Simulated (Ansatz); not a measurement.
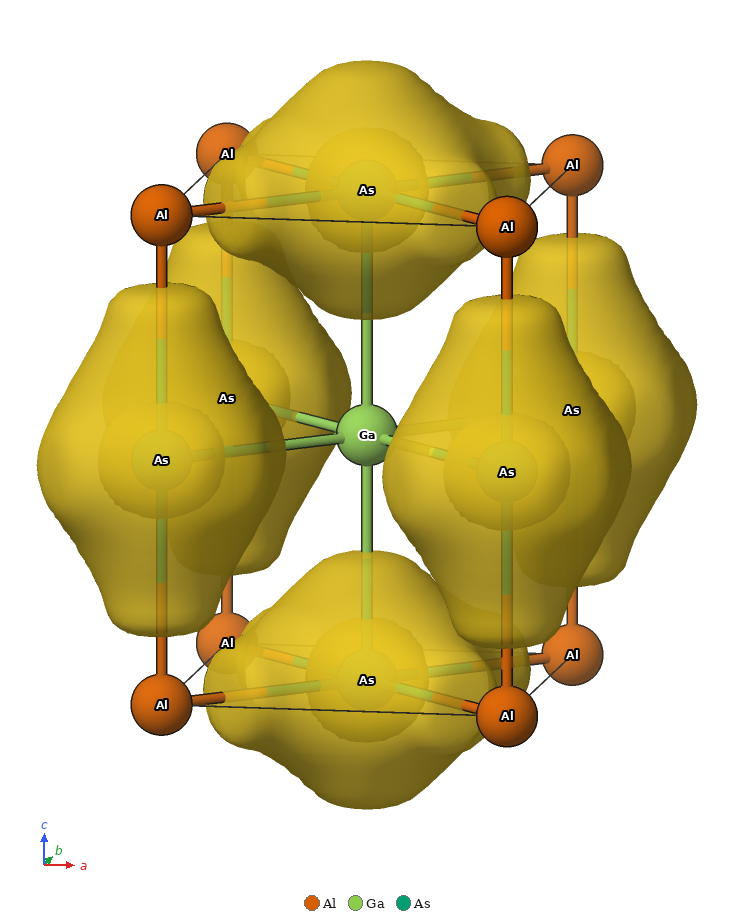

AlGaAs2. Isosurface of the ELF at 0.55 (yellow), seen slightly off an axis. Only the valence region is drawn (cores and ρ < 0.01 e/Å³ removed). Sticks mark near contacts.

Space group P4/mmm; a structure from a database of computed crystals, not necessarily the ambient phase; started from the CaCeN2-123 prototype, which need not be the ambient phase.

All numbers below come from Ansatz, DFT, r2SCAN+rVV10, plane waves, PAW.

### What do the ELF domains correspond to?

At this value the surface marks out two regions on As in which the atom's valence shell and bonds are merged, counted in one cell of 4 atoms. Any copies at cell faces, edges or corners count once. Along the contacts the grid gives the following. Al–As (2.64 Å): the ELF peaks at about 0.80 between the atoms. Ga–As (2.64 Å): the ELF is about 0.60 at the midpoint.
